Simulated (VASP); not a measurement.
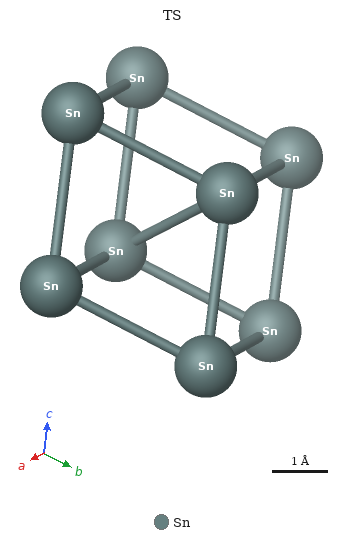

A crystal of Sn (set up in Im-3m), relaxed (cell and atoms) with several dispersion corrections. The picture shows the result with TS. The picture is a ball-and-stick view of the cell of the calculation, seen slightly off an axis.

Computed with VASP 6.6.1: PBE, VASP PAW PBE potentials, recommended. Set-up: plane-wave cutoff 600 eV; k-point mesh 10 × 10 × 10; occupations fermi-dirac; smearing width 0.05 eV; no spin polarisation.

```tsv
dispersion correction	volume (Å³/atom)	a (Å)
TS	26.206	3.241
D2	27.551	3.295
D3	26.692	3.261
TS-HI	26.138	3.238
D3(BJ)	26.255	3.243
dDsC	26.460	3.251
D4	26.233	3.242
none	?	?
rVV10	26.930	3.271
```

### Fill in the missing row.

With none the volume is the largest of the series, above D2 (27.551). The calculation gives 27.584 Å³/atom (a = 3.297 Å). In order of volume: TS-HI < TS < D4 < D3(BJ) < dDsC < D3 < rVV10 < D2 < none; the spread is 5.5 %.
